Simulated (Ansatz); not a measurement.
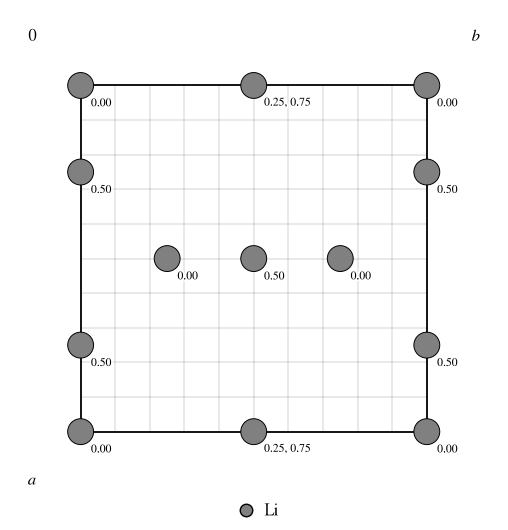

Plan of a unit cell projected along c (a down the page, b across); the numbers are heights as fractions of c, and atoms on the cell's edges are repeated. The grid marks tenths of a and b. Source: the end point of a relaxation with Ansatz, DFT, r2SCAN, plane waves (500 eV) with PAW, scalar-relativistic; the starting structure was generated, so it need not be a known form of this composition. The drawing is computed from the coordinates (standard cell, symmetry found to 0.002 Å).

a = 5.520 Å, b = 5.520 Å, c = 5.520 Å, α = 90.00°, β = 90.00°, γ = 90.00°.

**What does the cell contain?**

8 Li: Li, Z = 8.

**Give the fractional coordinates of all atoms, to two places.**

```
atom     x     y     z
  Li  0.00  0.00  0.00
  Li  0.50  0.50  0.50
  Li  0.25  0.00  0.50
  Li  0.75  0.00  0.50
  Li  0.50  0.25  0.00
  Li  0.50  0.75  0.00
  Li  0.00  0.50  0.25
  Li  0.00  0.50  0.75
```
